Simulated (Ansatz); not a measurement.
```yaml
crystal:
  lattice:
    - [5.67096, 0.00000, -3.40266]
    - [-2.86774, -4.92985, -3.35949]
    - [-2.86774, 4.92985, -3.35949]
  atoms:
    - { symbol: Si, position: [0.37598, 0.12201, 0.50109] }
    - { symbol: C, position: [0.67771, 0.80924, 0.55091] }
    - { symbol: C, position: [0.92599, 0.54587, 0.55093] }
    - { symbol: C, position: [0.40495, 0.25563, 0.26347] }
    - { symbol: C, position: [0.18661, 0.30389, 0.57771] }
    - { symbol: C, position: [0.68248, 0.04439, 0.29311] }
    - { symbol: C, position: [0.92558, 0.78990, 0.29794] }
    - { symbol: C, position: [0.41073, 0.53046, 0.03586] }
    - { symbol: C, position: [0.17052, 0.52962, 0.29546] }
    - { symbol: C, position: [0.66841, 0.29100, 0.03638] }
    - { symbol: C, position: [0.91775, 0.03777, 0.04280] }
    - { symbol: C, position: [0.40252, 0.78580, 0.77927] }
    - { symbol: C, position: [0.16223, 0.77906, 0.03993] }
    - { symbol: C, position: [0.66557, 0.54750, 0.79053] }
    - { symbol: C, position: [0.91552, 0.29513, 0.79764] }
    - { symbol: C, position: [0.15514, 0.03135, 0.79460] }
    - { symbol: C, position: [0.61384, 0.98872, 0.47239] }
    - { symbol: C, position: [0.84177, 0.71411, 0.46689] }
    - { symbol: C, position: [0.09837, 0.45870, 0.47505] }
    - { symbol: C, position: [0.58442, 0.20014, 0.19504] }
    - { symbol: C, position: [0.84150, 0.95385, 0.20950] }
    - { symbol: C, position: [0.08724, 0.69720, 0.21222] }
    - { symbol: C, position: [0.57983, 0.45482, 0.95220] }
    - { symbol: C, position: [0.32660, 0.43525, 0.19983] }
    - { symbol: C, position: [0.83525, 0.20723, 0.96031] }
    - { symbol: C, position: [0.08038, 0.94981, 0.96252] }
    - { symbol: C, position: [0.58211, 0.71486, 0.70703] }
    - { symbol: C, position: [0.32674, 0.69874, 0.95172] }
    - { symbol: C, position: [0.83797, 0.46573, 0.71562] }
    - { symbol: C, position: [0.08321, 0.21335, 0.72264] }
    - { symbol: C, position: [0.29970, 0.94050, 0.69103] }
```

These are results of DFT PBE+D3(BJ), scalar-relativistic, plane waves, PAW in Ansatz, not measurements.

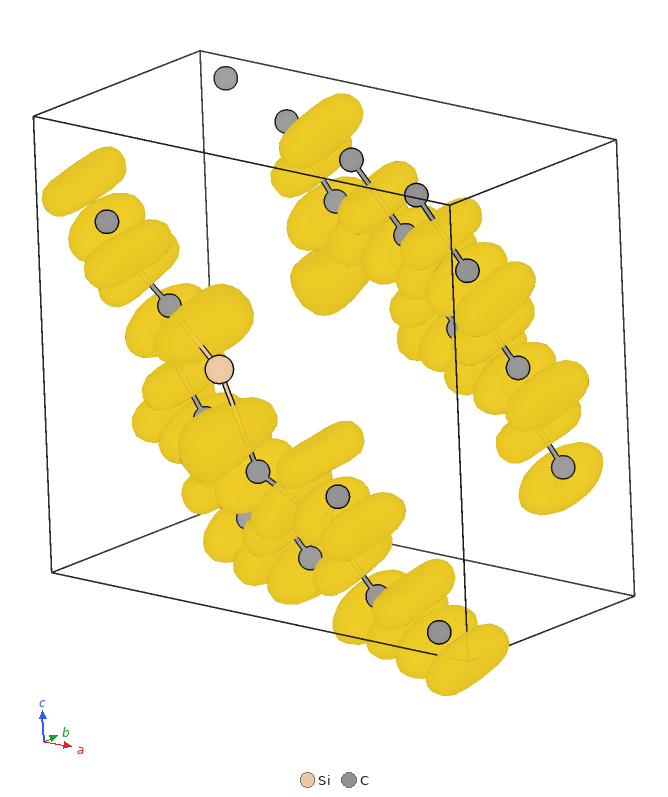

SiC30 (cell with a defect). Isosurface of the ELF at 0.8 (yellow), seen slightly off an axis. Core shells and regions of very low density are left out. Sticks mark near contacts.

In a PAW calculation such maps are meaningful between the atoms, not at the nuclei.

**What do the ELF domains correspond to?**

At this value the surface marks out 43 regions between bonded C–C atoms (shared pairs) and four regions between bonded C–Si atoms (shared pairs), counted in one cell of 31 atoms. Any copies at cell faces, edges or corners count once. Profiles from the grid: C–C (1.39 Å): the ELF peaks at about 0.95 between the atoms, as expected for localised, covalent bonding. Si–C (1.90 Å): the ELF peaks at about 0.95 between the atoms: a shared electron pair.

**Metal or insulator at this level of theory?**

It is gapped, with a Kohn–Sham gap of 0.52 eV on the k-point mesh, an upper bound to the gap of this method.
